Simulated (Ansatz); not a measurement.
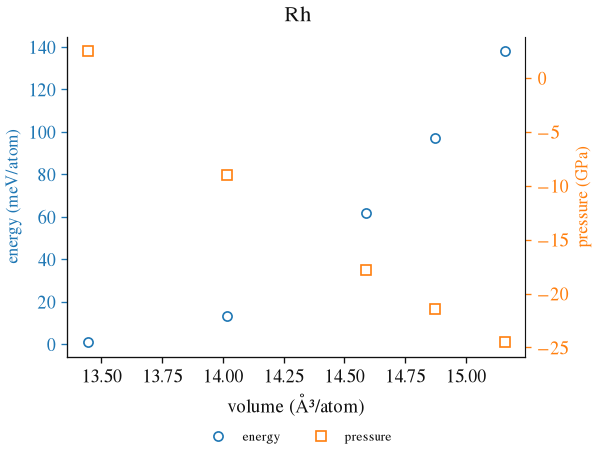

Plotted: energy and pressure against volume for Rh, space group P6_3/mmc (No. 194).

Starting cell:
```
CELL_PARAMETERS angstrom
2.73098 0.00000 0.00000
-1.36549 2.36510 0.00000
0.00000 0.00000 4.42849
ATOMIC_POSITIONS crystal
Rh 0.33333 0.66667 0.25000
Rh 0.66667 0.33333 0.75000
```

Calculation (Ansatz 0.2.0): all-electron LAPW DFT, no spin polarisation; energies at scaled volumes of the given cell, shape and fractions fixed, counted from the fit's minimum, third-order Birch-Murnaghan fit. Level: PBEsol.

k mesh 11×11×6; occupations Fermi–Dirac; smearing width 0.05 eV; potentials all electron LAPW, scalar relativistic; program settings basis error eV/atom 0.001.

The points at volume 13.73 Å³/atom and 14.30 Å³/atom are left out of the plot. What values does the calculation give there?

```json
{"volume (Å³/atom)": "13.73", "energy (meV/atom)": "2", "pressure (GPa)": "-3.62"}
{"volume (Å³/atom)": "14.30", "energy (meV/atom)": "34", "pressure (GPa)": "-13.67"}
```

Caveats: shape and atomic fractions are frozen while scaling, which makes layered, chain and framework solids too stiff.
